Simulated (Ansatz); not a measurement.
Geometry relaxation of MoTe2 (part 2 of 2)

The same run, continued: MoTe2 (slab, 6 atoms in the cell); DFT PBE+D3(BJ), scalar-relativistic, plane waves, PAW, PAW set soft_1, no spin polarisation (Ansatz 0.2.0); cutoff 420 eV, 9×9×1 k-mesh, Gaussian smearing of 0.05 eV. The structure derives from an entry of the Crystallography Open Database. The input holds or restrains some coordinates. Forces given for the steps count only the free coordinates.

Geometry of the input (Å; fractional positions):
```
3.5039  0.0000  0.0000
-1.7519  3.0345  0.0000
0.0000  0.0000  24.7677
Te 0.3333  0.6667  0.1817
Mo 0.6667  0.3333  0.2550
Te 0.3333  0.6667  0.3284
Te 0.3333  1.0000  0.4884
Mo -0.0000  1.3333  0.5617
Te 0.3333  1.0000  0.6350
```

The program's output, continued
```
relax step   6: F+E_penalty+E_count = -37836.58357149 eV  Δ(F+E_penalty+E_count) = -2.489e-4 eV  max|allowed force component| = 1.213e-2 eV/Å  Δτ_max = 0.0253 Å  (6 SCF iters, dr2 threshold 4.15e-7 eV, accepted)
efield: sawtooth ramp at fractional position 0.8884 (handed on by an earlier solve), width 0.0400; the density the first Hamiltonian is built on has a dipole p = 0.000 e·Å; the dipole correction subtracts the counter field D = 1.05e-5 V/Å, which shifts the + side's vacuum level by -0.00 eV against the − side's; the planar-averaged density in the ramp window peaks in size at 1.3e-6 e/Å³
preconditioner: auto → Resta (q_TF=auto, 2.290 Å⁻¹)  ε∞=4.5  [insulator: Δε(μ)=1.098 eV  Ē_g=7.311 eV  σ=0.050 eV  W_gap=1.00  n_scr=60 (ndim 8)  ℏωp=13.7 eV  f_vac=0.421  D(μ)=0.00/eV (n_scr^D=0)  ε∞_Penn≈4.5  vacuum switching on, ρ_ref=3.9e-3 e/Å³]
SCF 7 converged in 8 iterations: F = -37836.583603 eV  dr2 = 4.58e-9
relax step   7: F+E_penalty+E_count = -37836.58360331 eV  Δ(F+E_penalty+E_count) = -3.182e-5 eV  max|allowed force component| = 1.579e-3 eV/Å  Δτ_max = 0.0082 Å  (8 SCF iters, dr2 threshold 5.21e-8 eV, accepted)
iter 1 solved again at ethr=4.99e-12 eV; its pass at ethr=3.10e-3 eV (dr2=4.59e-9 eV) is discarded
SCF iter   1: F=—  HF=-37836.583609 eV  |F-HF|=—  |Δ(HF+E_count)|=         —  Δρ=8.92e-7  dr2=4.54e-9  ethr=4.99e-12  p=-0.000 e·Å  D=-2.77e-6 V/Å  ΔV_dip=0.00 eV  dr2_dipole=4.27e-10  V_vac-E_F(+/−)=4.26/4.26 eV  ⟨swp⟩=1.0  Hψ=5658  notcnv=0
efield: sawtooth ramp at fractional position 0.8884 (handed on by an earlier solve), width 0.0400; the density the first Hamiltonian is built on has a dipole p = -0.000 e·Å; the dipole correction subtracts the counter field D = -2.77e-6 V/Å, which shifts the + side's vacuum level by +0.00 eV against the − side's; the planar-averaged density in the ramp window peaks in size at 1.3e-6 e/Å³
preconditioner: auto → Resta (q_TF=auto, 2.290 Å⁻¹)  ε∞=4.5  [insulator: Δε(μ)=1.098 eV  Ē_g=7.310 eV  σ=0.050 eV  W_gap=1.00  n_scr=60 (ndim 8)  ℏωp=13.7 eV  f_vac=0.421  D(μ)=0.00/eV (n_scr^D=0)  ε∞_Penn≈4.5  vacuum switching on, ρ_ref=3.9e-3 e/Å³]
SCF iter   2: F=-37836.583603 eV  HF=-37836.583603 eV  |F-HF|=1.49e-9  |Δ(HF+E_count)|=   5.44e-6  Δρ=6.31e-7  dr2=2.73e-9  ethr=4.94e-12  p=0.000 e·Å  D=6.33e-7 V/Å  ΔV_dip=-0.00 eV  dr2_dipole=5.92e-13  V_vac-E_F(+/−)=4.26/4.26 eV  ⟨swp⟩=4.6  Hψ=7152  notcnv=0
SCF 8 converged in 2 iterations: F = -37836.583603 eV  dr2 = 2.73e-9
relax step   8: F+E_penalty+E_count = -37836.58360331 eV  Δ(F+E_penalty+E_count) = -1.324e-9 eV  max|allowed force component| = 1.607e-3 eV/Å  Δτ_max = 0.0000 Å  (2 SCF iters, accepted)
```

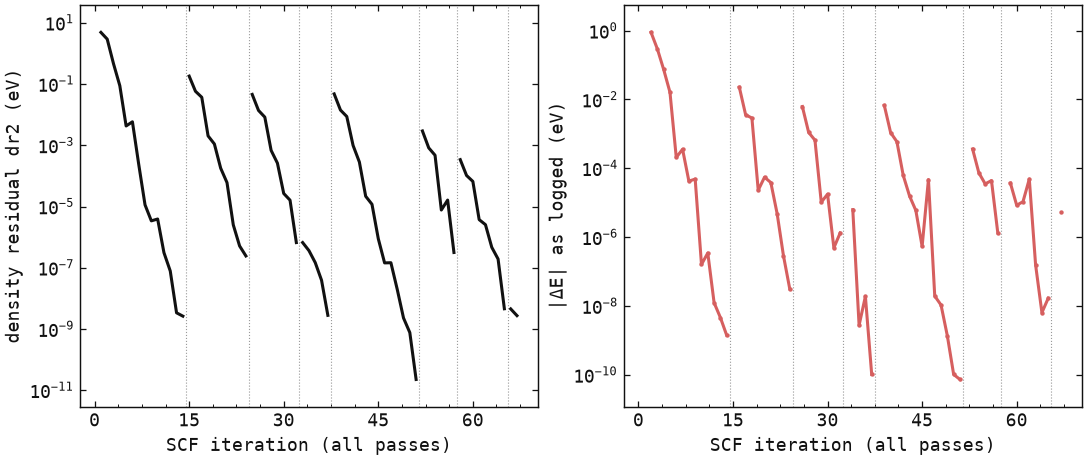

*Convergence of the self-consistent field: density residual dr2 and size of the energy change against the SCF iteration. The dotted lines part the SCF passes of the relaxation: geometry steps, rejected trials and re-solves on a re-selected basis.*

The 8 passes take 2 to 14 iterations each, 67 in all.

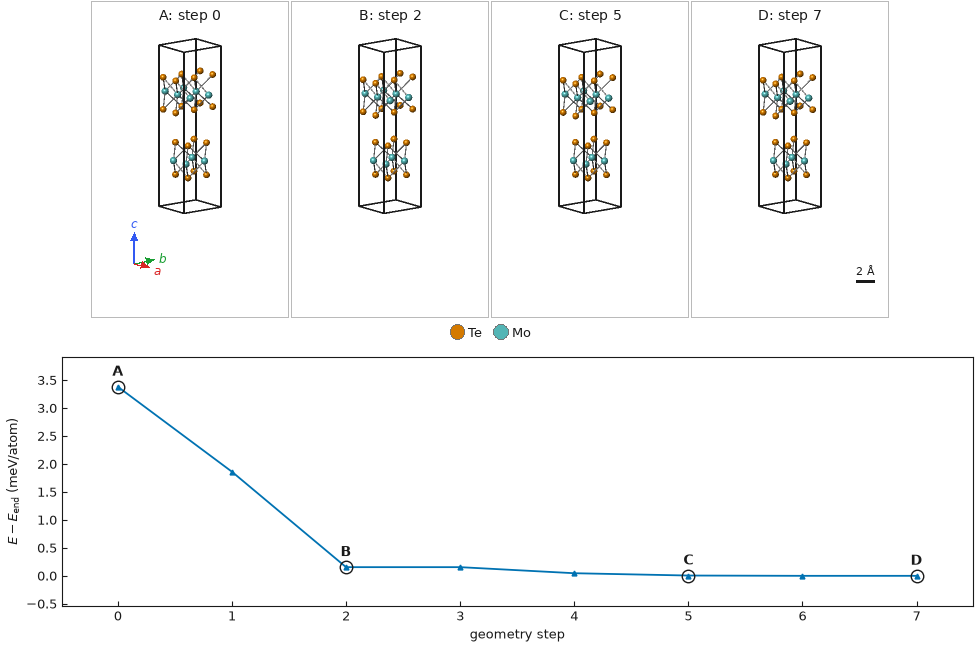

*Frames of the restrained relaxation (ball-and-stick view of the 2 × 2 repeat of the cell, with the vacuum cut short, seen slightly off an axis) above the curves, on which the letters mark them (the first geometry is step 0 here and step 1 in the log).*

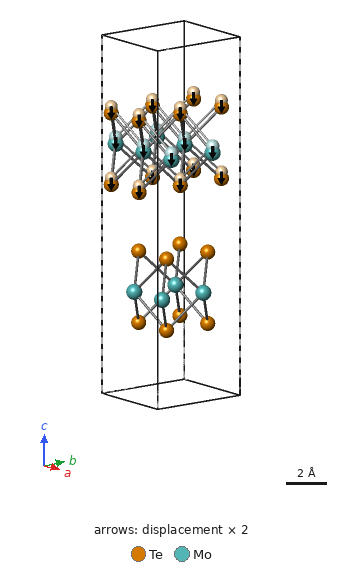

*Start (faint) and end (solid) with the displacements as black arrows, magnified 2 times (ball-and-stick view of the 2 × 2 repeat of the cell, with the vacuum cut short, seen slightly off an axis).*

The largest moves, 0.34 Å, are those of Te4, Mo5 and Te6. Largest moves by element: Mo 0.34 Å, Te 0.34 Å. The cell doesn't change. Over 7 geometry steps the energy falls by 3.4 meV per atom. The largest force component goes from 0.08 to 0.0016 eV/Å. (Atoms are counted from 1 in the order of the input.)

```
SCF converged after 2 iterations
Free energy (F): -37836.583603 eV
Harris-Foulkes:  -37836.583603 eV  (|F-HF|=1.49e-9)
Internal energy: -37836.583603 eV  (E = F + TS)
E sigma→0 (E₀):  -37836.583603 eV
Fermi energy:    5.496509 eV
Dipole field:    D = -0.000000 V/Å  (p = -0.000000 e·Å, saw-weighted, corrected)
Work function:   Φ+ = 4.2613 eV   Φ− = 4.2613 eV
Levels:          The Fermi level and band energies are counted from a zero that moves with the ramp; work functions are not
--- Per-component energies (eV) ---
  E_band       = -1822.868023
  E_kinetic    = 1536.320813
  E_local      = -68374.990827  (includes V_loc(G=0)·N_el)
  E_nonlocal   = 565.221010
  E_hartree    = 33603.500929
  E_xc         = -842.306348
  E_vxc        = -847.317452  (∫ρ·V_xc dr)
  E_paw        = -25112.481224  (= ΣΔE_a)
  E_vpaw       = -1909.097269  (= ΣTr[D̂ρ^β])
  E_aug_tail   = 0.000465  (compensation charges beyond the density's cutoff)
  E_efield     = 0.000000  (sawtooth field / dipole correction)
  E_vefield    = -0.000004  (∫n·V_field dr)
  E_ewald      = 20790.911869
  E_disp       = -2.760291  (pairwise vdW)
  E_smearing   = -0.000000  (= −TS)
  E_closure    = -0.000000  (closes the sum)
  Σ components = -37836.583603   (vs F -37836.583603, Δ=0.00e0)
--- Forces (eV/Å), atoms counted from 1 ---
  atom   1  Te     0.00214087     0.00350259     0.00136872
  atom   2  Mo     0.00171950    -0.03088341     0.00013093
  atom   3  Te     0.02212371    -0.06238593    -0.00160675
  atom   4  Te    -0.02212274     0.06238745    -0.00006188
  atom   5  Mo    -0.00172029     0.03088178     0.00105930
  atom   6  Te    -0.00214061    -0.00350258    -0.00088343
  max |Σ_I F_I| component: 6.89e-6 eV/Å
--- Band table (eV; the first three rows and the last of 41) ---
  k-point 0: bands = ["-55.7275", "-55.7274", "-31.6151", "-31.6149", "-31.6141", "-31.6140", "-31.6038", "-31.6037", "-31.6036", "-31.6035", "-31.5472", "-31.5468", "-31.5459", "-31.5457", "-31.5328", "-31.5326", "-31.5324", "-31.5323", "-31.5263", "-31.5243", "-31.5114", "-31.5111", "-29.8987", "-29.8986", "-29.7315", "-29.7314", "-29.7310", "-29.7309", "-7.8573", "-7.7421", "-6.9544", "-6.7847", "-0.4395", "0.0850", "2.5246", "3.3236", "3.3238", "3.3288", "3.3290", "3.5514", "4.0996", "4.0997", "4.1069", "4.1069", "4.2110", "4.8010", "8.0744", "8.0776", "8.1440", "8.1458", "8.3597", "8.3621", "8.4246", "8.4278", "9.1043", "9.3224"]
  k-point 1: bands = ["-55.7264", "-55.7263", "-31.6131", "-31.6129", "-31.6122", "-31.6120", "-31.6054", "-31.6053", "-31.6012", "-31.6011", "-31.5482", "-31.5479", "-31.5469", "-31.5466", "-31.5357", "-31.5355", "-31.5330", "-31.5328", "-31.5251", "-31.5231", "-31.5101", "-31.5098", "-29.8903", "-29.8902", "-29.7485", "-29.7484", "-29.7342", "-29.7341", "-7.6822", "-7.5673", "-6.8279", "-6.6636", "-0.2497", "0.2727", "2.3906", "2.9376", "2.9523", "3.1308", "3.4680", "3.4726", "3.8777", "3.8830", "3.9908", "4.2360", "4.2739", "4.8033", "7.3955", "7.4918", "7.4989", "7.6449", "8.0002", "8.0506", "8.2252", "8.2716", "9.3456", "9.5574"]
  k-point 2: bands = ["-55.7235", "-55.7234", "-31.6116", "-31.6114", "-31.6095", "-31.6093", "-31.6050", "-31.6048", "-31.5947", "-31.5945", "-31.5514", "-31.5512", "-31.5492", "-31.5490", "-31.5418", "-31.5416", "-31.5339", "-31.5337", "-31.5221", "-31.5202", "-31.5066", "-31.5063", "-29.8693", "-29.8692", "-29.7915", "-29.7914", "-29.7423", "-29.7422", "-7.1854", "-7.0733", "-6.4706", "-6.3227", "0.2348", "0.7307", "1.9418", "1.9729", "2.0379", "2.3305", "3.3937", "3.4027", "3.5244", "3.8513", "3.8627", "4.0290", "4.1172", "4.4413", "6.3808", "6.6651", "7.0200", "7.2886", "7.3402", "7.3997", "8.4258", "8.4991", "9.8963", "10.1084"]
  k-point 40: bands = ["-55.7186", "-55.7185", "-31.6213", "-31.6211", "-31.6036", "-31.6035", "-31.5930", "-31.5928", "-31.5859", "-31.5858", "-31.5584", "-31.5578", "-31.5555", "-31.5550", "-31.5445", "-31.5442", "-31.5360", "-31.5357", "-31.5179", "-31.5160", "-31.5008", "-31.5004", "-29.8561", "-29.8560", "-29.8339", "-29.8338", "-29.7642", "-29.7641", "-6.0542", "-5.9417", "-5.6750", "-5.5568", "-0.0045", "0.0847", "0.6654", "0.7764", "1.3010", "1.7246", "2.3344", "2.4895", "3.2474", "3.3686", "3.3915", "3.6568", "4.5494", "4.6336", "6.2007", "6.4875", "6.6524", "6.7128", "7.4026", "7.7591", "8.3278", "8.5884", "9.7107", "10.3274"]
--- Relaxed structure (8 steps of the walk, 8 accepted, 0 SCFs on fresh bases) ---
  F+E_penalty+E_count = -37836.58360331 eV   max|allowed force component| = 1.607e-3 eV/Å
  atoms:
    - { symbol: Te, position: [0.3333333333, 0.6666666666999999, 0.1816881011] }
    - { symbol: Mo, position: [0.6666666666999999, 0.33333333329999987, 0.2550123524723912] }
    - { symbol: Te, position: [0.3333333333, 0.6666666666999999, 0.3283368177116926] }
    - { symbol: Te, position: [0.3333333332999999, 0.9999999999999998, 0.4746335818655284] }
    - { symbol: Mo, position: [0.0, 1.3333333332999995, 0.5479526520410365] }
    - { symbol: Te, position: [0.3333333332999999, 0.9999999999999998, 0.6212759808574799] }
```

Trajectory as extended XYZ (Å, eV, eV/Å), 8 frames, from step=1 to step=8
```
6
Lattice="3.5039 0.0000 0.0000 -1.7519 3.0345 0.0000 0.0000 0.0000 24.7677" Properties=species:S:1:pos:R:3:forces:R:3 step=1 energy=-37836.56331
Te    0.0000    2.0230    4.5000    0.0008   0.0014  -0.0024
Mo    1.7519    1.0115    6.3159    0.0010  -0.0131   0.0232
Te    0.0000    2.0230    8.1328    0.0068  -0.0237   0.0800
Te   -0.5840    3.0345   12.0956   -0.0068   0.0237  -0.0796
Mo   -2.3359    4.0459   13.9124   -0.0010   0.0131  -0.0241
Te   -0.5840    3.0345   15.7283   -0.0008  -0.0014   0.0030
6
Lattice="3.5039 0.0000 0.0000 -1.7519 3.0345 0.0000 0.0000 0.0000 24.7677" Properties=species:S:1:pos:R:3:forces:R:3 step=2 energy=-37836.57243
Te    0.0000    2.0230    4.5000    0.0017   0.0026   0.3258
Mo    1.7519    1.0115    6.3411    0.0013  -0.0238  -0.0398
Te    0.0000    2.0230    8.1779    0.0154  -0.0465  -0.2431
Te   -0.5840    3.0345   11.9008   -0.0154   0.0466   0.1323
Mo   -2.3359    4.0459   13.7299   -0.0014   0.0237  -0.0418
Te   -0.5840    3.0345   15.5554   -0.0016  -0.0026  -0.1333
6
Lattice="3.5039 0.0000 0.0000 -1.7519 3.0345 0.0000 0.0000 0.0000 24.7677" Properties=species:S:1:pos:R:3:forces:R:3 step=3 energy=-37836.58267
Te    0.0000    2.0230    4.5000    0.0018   0.0030   0.0294
Mo    1.7519    1.0115    6.3182    0.0015  -0.0265   0.0008
Te    0.0000    2.0230    8.1361    0.0179  -0.0525  -0.0029
Te   -0.5840    3.0345   11.8209   -0.0179   0.0525  -0.0097
Mo   -2.3359    4.0459   13.6380   -0.0016   0.0265  -0.0119
Te   -0.5840    3.0345   15.4544   -0.0018  -0.0030  -0.0058
6
Lattice="3.5039 0.0000 0.0000 -1.7519 3.0345 0.0000 0.0000 0.0000 24.7677" Properties=species:S:1:pos:R:3:forces:R:3 step=4 energy=-37836.58267
Te    0.0000    2.0230    4.5000    0.0018   0.0030   0.0293
Mo    1.7519    1.0115    6.3182    0.0016  -0.0265   0.0008
Te    0.0000    2.0230    8.1361    0.0179  -0.0525  -0.0028
Te   -0.5840    3.0345   11.8209   -0.0179   0.0525  -0.0097
Mo   -2.3359    4.0459   13.6380   -0.0016   0.0265  -0.0119
Te   -0.5840    3.0345   15.4544   -0.0018  -0.0030  -0.0057
6
Lattice="3.5039 0.0000 0.0000 -1.7519 3.0345 0.0000 0.0000 0.0000 24.7677" Properties=species:S:1:pos:R:3:forces:R:3 step=5 energy=-37836.58332
Te    0.0000    2.0230    4.5000    0.0024   0.0038   0.0074
Mo    1.7519    1.0115    6.3165    0.0018  -0.0335  -0.0040
Te    0.0000    2.0230    8.1328    0.0247  -0.0684  -0.0204
Te   -0.5840    3.0345   11.7232   -0.0247   0.0684   0.0194
Mo   -2.3359    4.0459   13.5395   -0.0018   0.0335  -0.0015
Te   -0.5840    3.0345   15.3555   -0.0024  -0.0038  -0.0010
6
Lattice="3.5039 0.0000 0.0000 -1.7519 3.0345 0.0000 0.0000 0.0000 24.7677" Properties=species:S:1:pos:R:3:forces:R:3 step=6 energy=-37836.58357
Te    0.0000    2.0230    4.5000    0.0022   0.0036  -0.0188
Mo    1.7519    1.0115    6.3146    0.0018  -0.0312   0.0044
Te    0.0000    2.0230    8.1295    0.0225  -0.0632   0.0121
Te   -0.5840    3.0345   11.7485   -0.0225   0.0632  -0.0097
Mo   -2.3359    4.0459   13.5635   -0.0017   0.0312   0.0094
Te   -0.5840    3.0345   15.3794   -0.0022  -0.0036   0.0025
6
Lattice="3.5039 0.0000 0.0000 -1.7519 3.0345 0.0000 0.0000 0.0000 24.7677" Properties=species:S:1:pos:R:3:forces:R:3 step=7 energy=-37836.58360
Te    0.0000    2.0230    4.5000    0.0021   0.0035   0.0013
Mo    1.7519    1.0115    6.3161    0.0017  -0.0309   0.0001
Te    0.0000    2.0230    8.1322    0.0221  -0.0624  -0.0016
Te   -0.5840    3.0345   11.7556   -0.0221   0.0624   0.0000
Mo   -2.3359    4.0459   13.5715   -0.0017   0.0309   0.0011
Te   -0.5840    3.0345   15.3876   -0.0021  -0.0035  -0.0009
6
Lattice="3.5039 0.0000 0.0000 -1.7519 3.0345 0.0000 0.0000 0.0000 24.7677" Properties=species:S:1:pos:R:3:forces:R:3 step=8 energy=-37836.58360
Te    0.0000    2.0230    4.5000    0.0021   0.0035   0.0014
Mo    1.7519    1.0115    6.3161    0.0017  -0.0309   0.0001
Te    0.0000    2.0230    8.1322    0.0221  -0.0624  -0.0016
Te   -0.5840    3.0345   11.7556   -0.0221   0.0624  -0.0001
Mo   -2.3359    4.0459   13.5715   -0.0017   0.0309   0.0011
Te   -0.5840    3.0345   15.3876   -0.0021  -0.0035  -0.0009
```

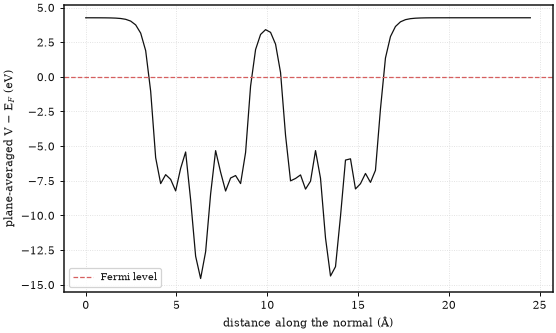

*Plane average of the electrostatic potential energy of an electron across the cell, from the Fermi level.*

The vacuum level lies 4.26 eV above the Fermi level.
